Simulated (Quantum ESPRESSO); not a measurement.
# H on fcc sites of Ni(111), stepped through the coverage, part 4 of 10

What law, if any, do the results for H on fcc sites of Ni(111) follow against the coverage?

Quantum ESPRESSO 7.5; plane-wave DFT, PBE, GBRV ultrasoft pseudopotentials.

So far. Step 4 (Relaxation with pw.x of the reference): The relaxation lowers the energy by 1 meV an atom. Step 5 (Relaxation with pw.x, 0 ML): The relaxation lowers the energy by 2 meV an atom. On the free atoms the largest force ends at 0.000 eV/Å.

## (6) Ground state, 0 ML

A run under open boundaries on these atoms gives the vacuum levels.

Input file m0.esm.in:

```
&control
  prefix = 'm0.esm'
  outdir = './out'
  pseudo_dir = './pseudo'
  calculation = 'scf'
  tprnfor = .true.
/
&system
  ibrav = 0
  nat = 3
  ntyp = 1
  ecutwfc = 40
  ecutrho = 200
  occupations = 'smearing'
  smearing = 'mv'
  degauss = 0.02
  assume_isolated = 'esm'
  esm_bc = 'bc1'
  nspin = 2
  starting_magnetization(1) = 0.12
/
&electrons
  conv_thr = 1e-07
  mixing_beta = 0.25
  electron_maxstep = 160
  mixing_mode = 'local-TF'
  mixing_ndim = 12
/
ATOMIC_SPECIES
  Ni  58.6934  ni_pbe_v1.4.uspp.F.UPF
CELL_PARAMETERS angstrom
  2.48728422466649 0.00000000000000 0.00000000000000
  1.24364211233325 2.15405132499346 0.00000000000000
  0.00000000000000 0.00000000000000 18.05197812365314
ATOMIC_POSITIONS crystal
  Ni  0.333333333300 0.333333333300 -0.110619539700
  Ni  0.666666666700 0.666666666700 0.000000000000
  Ni  0.000000000000 0.000000000000 0.110619539700
K_POINTS automatic
  10 10 1 0 0 0
```

On the command line:

```
$ OMP_NUM_THREADS=1 mpirun -n 16 pw.x -nk 4 -in m0.esm.in > m0.esm.out
```

Log:

```text
[banner, memory and clock lines left out]
Program PWSCF v.7.5 starts
[citation notice left out]

[...]
Message from routine setup:
[...]
bravais-lattice index     =            0
     lattice parameter (alat)  =       4.7003  a.u.
     unit-cell volume          =     652.6838 (a.u.)^3
     number of atoms/cell      =            3
     number of atomic types    =            1
     number of electrons       =        54.00
     number of Kohn-Sham states=           32
     kinetic-energy cutoff     =      40.0000  Ry
     charge density cutoff     =     200.0000  Ry
     scf convergence threshold =      1.0E-07
     mixing beta               =       0.2500
     number of iterations used =           12  local-TF  mixing
     Exchange-correlation=  SLA  PW   PBX  PBC
                           (   1   4   3   4   0   0   0)

     Effective Screening Medium Method
     Boundary Conditions: Vacuum-Slab-Vacuum
     total charge in unit cell        =   0.0000
     grid points for fit at edges     =        4

[...]
PseudoPot. # 1 for Ni read from file:
     ./pseudo/ni_pbe_v1.4.uspp.F.UPF
     Pseudo is Ultrasoft + core correction, Zval = 18.0
     Generated by new atomic code, or converted to UPF format
     Using radial grid of  865 points,  6 beta functions with:
                l(1) =   0
                l(2) =   0
                l(3) =   1
                l(4) =   1
                l(5) =   2
                l(6) =   2
     Q(r) pseudized with 10 coefficients,  rinner =    0.980   0.980   0.980
                                                       0.980   0.980

     atomic species   valence    mass     pseudopotential
     Ni               18.00    58.69340     Ni( 1.00)

     Starting magnetic structure
     atomic species   magnetization
     Ni              0.120

     12 Sym. Ops., with inversion, found ( 6 have fractional translation)

[...]
number of k points=    14  Marzari-Vanderbilt smearing, width (Ry)=  0.0200
[...]
Dense  grid:    31209 G-vectors     FFT dimensions: (  24,  24, 160)

     Smooth grid:    22385 G-vectors     FFT dimensions: (  24,  24, 144)

     Check: negative core charge=   -0.000014
     Generating pointlists ...
     new r_m :   0.4079 (alat units)  1.9173 (a.u.) for type    1

     Initial potential from superposition of free atoms

     starting charge      48.0000, renormalised to      54.0000

     negative rho (up, down):  9.822E-04 7.717E-04
     Starting wfcs are   39 randomized atomic wfcs

     per-process dynamical memory:    16.1 Mb

     Self-consistent Calculation

     iteration #  1     ecut=    40.00 Ry     beta= 0.25
     Davidson diagonalization with overlap
     c_bands:  5 eigenvalues not converged
     c_bands:  4 eigenvalues not converged
     c_bands:  3 eigenvalues not converged
     ethr =  1.00E-02,  avg # of iterations = 29.4

     negative rho (up, down):  8.366E-02 7.832E-02

     total energy              =   -1031.61521395 Ry
     estimated scf accuracy    <     380.99259218 Ry

     total magnetization       =     0.07 Bohr mag/cell
     absolute magnetization    =     0.80 Bohr mag/cell

     iteration #  2     ecut=    40.00 Ry     beta= 0.25
[...]
negative rho (up, down):  1.094E-01 1.248E-01

[...]
total energy              =   -1015.93456452 Ry
     estimated scf accuracy    <      94.03471987 Ry

     total magnetization       =     1.30 Bohr mag/cell
     absolute magnetization    =     1.80 Bohr mag/cell

     iteration #  3     ecut=    40.00 Ry     beta= 0.25
[...]
negative rho (up, down):  7.878E-02 9.049E-02

[...]
total energy              =   -1029.66313582 Ry
     estimated scf accuracy    <       2.21482559 Ry

     total magnetization       =     1.25 Bohr mag/cell
     absolute magnetization    =     1.56 Bohr mag/cell

     iteration #  4     ecut=    40.00 Ry     beta= 0.25
[...]
negative rho (up, down):  3.739E-02 4.194E-02

[...]
total energy              =   -1029.59290292 Ry
     estimated scf accuracy    <       1.28584419 Ry

     total magnetization       =     1.26 Bohr mag/cell
     absolute magnetization    =     1.66 Bohr mag/cell

     iteration #  5     ecut=    40.00 Ry     beta= 0.25
[...]
negative rho (up, down):  2.247E-02 2.147E-02

[...]
total energy              =   -1029.78085634 Ry
     estimated scf accuracy    <       0.80425834 Ry

     total magnetization       =     1.82 Bohr mag/cell
     absolute magnetization    =     2.11 Bohr mag/cell

     iteration #  6     ecut=    40.00 Ry     beta= 0.25
[...]
negative rho (up, down):  1.650E-02 1.490E-02

[...]
total energy              =   -1029.58074770 Ry
     estimated scf accuracy    <       0.87427213 Ry

     total magnetization       =     1.94 Bohr mag/cell
     absolute magnetization    =     2.24 Bohr mag/cell

[...]
iteration # 30     ecut=    40.00 Ry     beta= 0.25
[...]
negative rho (up, down):  1.646E-04 2.115E-04

[...]
total energy              =   -1029.73869447 Ry
     estimated scf accuracy    <       0.00000159 Ry

     total magnetization       =     2.18 Bohr mag/cell
     absolute magnetization    =     2.54 Bohr mag/cell

     iteration # 31     ecut=    40.00 Ry     beta= 0.25
[...]
negative rho (up, down):  1.762E-04 2.306E-04

[...]
total energy              =   -1029.73868276 Ry
     estimated scf accuracy    <       0.00000065 Ry

     total magnetization       =     2.18 Bohr mag/cell
     absolute magnetization    =     2.54 Bohr mag/cell

     iteration # 32     ecut=    40.00 Ry     beta= 0.25
[...]
negative rho (up, down):  1.745E-04 2.309E-04

[...]
total energy              =   -1029.73869027 Ry
     estimated scf accuracy    <       0.00000020 Ry

     total magnetization       =     2.18 Bohr mag/cell
     absolute magnetization    =     2.54 Bohr mag/cell

     iteration # 33     ecut=    40.00 Ry     beta= 0.25
[...]
negative rho (up, down):  1.738E-04 2.289E-04

     Magnetic moment per site  (integrated on atomic sphere of radius R)
     atom   1 (R=0.408)  charge= 16.5732  magn=  0.7610
     atom   2 (R=0.408)  charge= 16.6443  magn=  0.8044
     atom   3 (R=0.408)  charge= 16.5732  magn=  0.7610

[...]
End of self-consistent calculation

 ------ SPIN UP ------------

          k = 0.0000 0.0000 0.0000 (  2829 PWs)   bands (ev):

  -108.9538-108.6050-108.6045 -69.3842 -69.2219 -69.2219 -68.9335 -68.9335
   -68.9330 -68.9330 -68.9129 -68.8971 -13.4529 -11.3629 -10.0429  -7.5567
    -7.5390  -7.5390  -7.5068  -7.3245  -7.3245  -7.1394  -7.1394  -6.4218
    -6.4218  -6.0884  -6.0487  -6.0487  -5.7614  -5.7614  -4.6871  -0.6259

          k = 0.0000 0.1155 0.0000 (  2802 PWs)   bands (ev):

  -108.9517-108.6029-108.6024 -69.3813 -69.2382 -69.2259 -68.9488 -68.9485
   -68.9373 -68.9367 -68.9102 -68.8963 -13.1134 -11.0485  -9.7893  -7.8107
    -7.5910  -7.5455  -7.4127  -7.2757  -7.2261  -7.1835  -7.0011  -6.6604
    -6.4578  -6.4023  -6.2458  -6.0490  -5.7583  -5.3162  -3.7980  -0.3183

[...]
the Fermi energy is    -5.0016 ev

!    total energy              =   -1029.73869740 Ry
     estimated scf accuracy    <       0.00000004 Ry
     smearing contrib. (-TS)   =      -0.00002000 Ry
     internal energy E=F+TS    =   -1029.73867740 Ry

     The total energy is F=E-TS. E is the sum of the following terms:
     one-electron contribution =    6346.12493018 Ry
     hartree contribution      =   -3183.43895294 Ry
     xc contribution           =    -106.57963364 Ry
     ewald contribution        =   -4085.84502101 Ry

     total magnetization       =     2.18 Bohr mag/cell
     absolute magnetization    =     2.54 Bohr mag/cell

     convergence has been achieved in  33 iterations

     negative rho (up, down):  1.738E-04 2.289E-04

     Forces acting on atoms (cartesian axes, Ry/au):

     atom    1 type  1   force =    -0.00000000   -0.00000000    0.00044490
     atom    2 type  1   force =     0.00000000    0.00000000    0.00000000
     atom    3 type  1   force =     0.00000000    0.00000000   -0.00044490

     Total force =     0.000629     Total SCF correction =     0.001192
     SCF correction compared to forces is large: reduce conv_thr to get better values

[...]
```

The job ended after 19 s (16 MPI ranks of Arm Neoverse V2, shared host; peak memory 0.89 GiB).

This step gave:

- Fermi energy: -5.002 eV
- site moments: 0.761, 0.8044, 0.761 μB
- vacuum line at the lower end of the cell, over the Fermi level: 5.002 eV
- vacuum line at the upper end of the cell, over the Fermi level: 5.002 eV

Electrostatic potential energy of an electron; zero at the Fermi level. Potential energy, planar mean against z:

```csv
z (Å),"potential energy, planar mean (eV)"
-9,5.00
-8,5.00
-7,5.00
-6,5.00
-5,4.98
-4,4.74
-3,1.50
-2,-25.2
-1,-0.677
0,-25.6
1,-0.677
2,-25.2
3,1.50
4,4.74
5,4.98
6,5.00
7,5.00
8,5.00
```

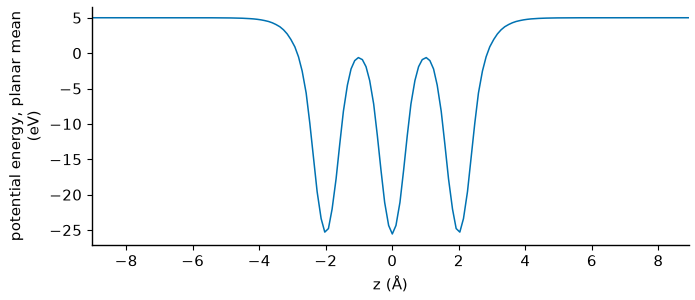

Potential energy, planar mean, plotted against z.

The vacuum levels are read from the outermost 0.7 Å of the cell on either side.

Inside the slab this potential holds the local part of the pseudopotentials, which can be repulsive at the nuclei; only its value in the vacuum has a meaning of its own.

(Continued in part 5 of 10.)

[Logs are printed without paths, hosts, clocks, repeated set-up lines and the standing remarks that a program may print on its own settings, such as how far it seeks lower states.]

[Hosts, paths, dates, database ids (printed as entryN), source tags and the programs' standing remarks are cut or masked in the printed files.]

[Maps of the electrostatic potential energy from Ansatz leave out the sawtooth potential of an applied field or a dipole correction, so their vacuum need not be flat; planar profiles and work functions include it.]
